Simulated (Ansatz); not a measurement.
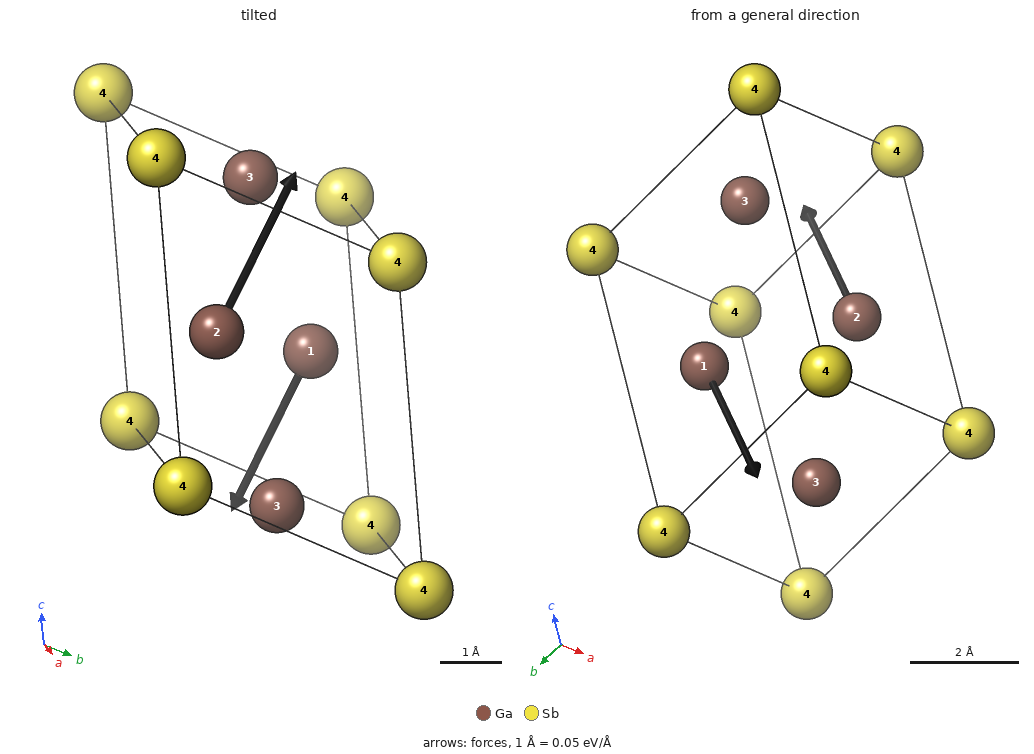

Structure drawing (spheres-only), viewed slightly off an axis and from a general direction. Thin lines show the cell (the run's own, in a reduced setting), with boundary atoms drawn in all their periodic places. The arrows are the computed forces on the atoms.

System: Ga3Sb. Method used: DFT PBEsol, scalar-relativistic, plane waves, PAW in Ansatz. It ran with a basis cut at 420 eV, k-points about 0.13 Å⁻¹ apart, Gaussian smearing of 0.15 eV, no spin polarisation.

Is the structure at rest?

No. The atoms still feel forces of up to about 0.13 eV/Å, above a usual threshold of 0.01 to 0.03 eV/Å.

Name the atom under the greatest force.

Ga1 and Ga2, about 0.13 eV/Å.

Its origin is a structure listed in the Materials Project. The cell was then strained or its atoms displaced on purpose. It was run through Ansatz as a DFT input.
